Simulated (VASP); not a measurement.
Consider Ni.

```cif
data_structure
_symmetry_space_group_name_H-M 'P 1'
_symmetry_Int_Tables_number 1
_cell_length_a 2.2591
_cell_length_b 2.2591
_cell_length_c 23.8000
_cell_angle_alpha 90.000
_cell_angle_beta 90.000
_cell_angle_gamma 90.000
_cell_volume 121.47
loop_
_atom_site_label
_atom_site_type_symbol
_atom_site_fract_x
_atom_site_fract_y
_atom_site_fract_z
_atom_site_occupancy
Ni1 Ni 0.50000 0.50000 0.29412 1
```

Spin-polarised.

The calculation used Kohn-Sham DFT of a periodic cell, PBE, VASP PAW PBE potentials, recommended (VASP).

Question: What can the converged valence pseudo-density and spin density tell about the bonding?

Answer: Ni–Ni (2.26 Å): ρ at the midpoint is about 0.44 e/Å³.
The spin density sits on Ni: +0.9 μB in one cell of 1 atoms: a single local moment. The cell of the calculation (1 atoms) carries 0.9 μB of net spin moment.

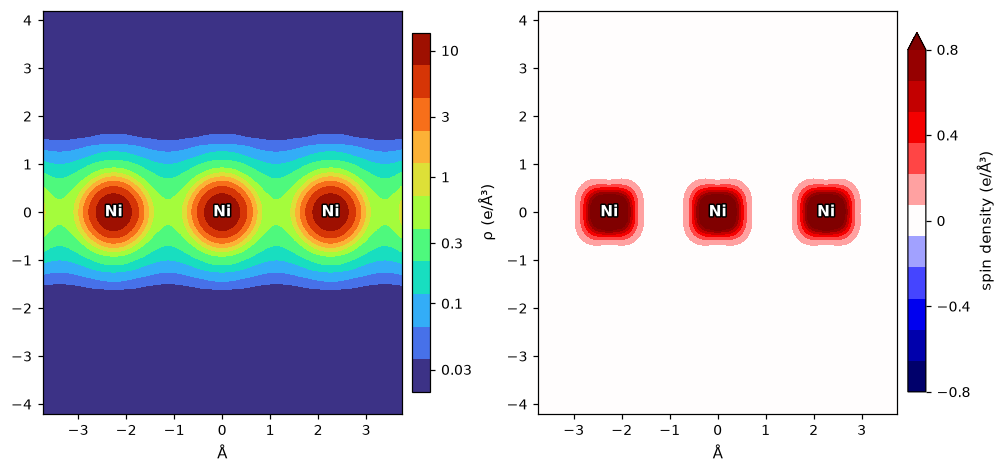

Computed valence pseudo-density and spin density on the (100) plane of the calculation cell, a cut from vacuum to vacuum, in this order. 

The density is the valence pseudo-density of a PAW calculation; it isn't the true density close to the nuclei.
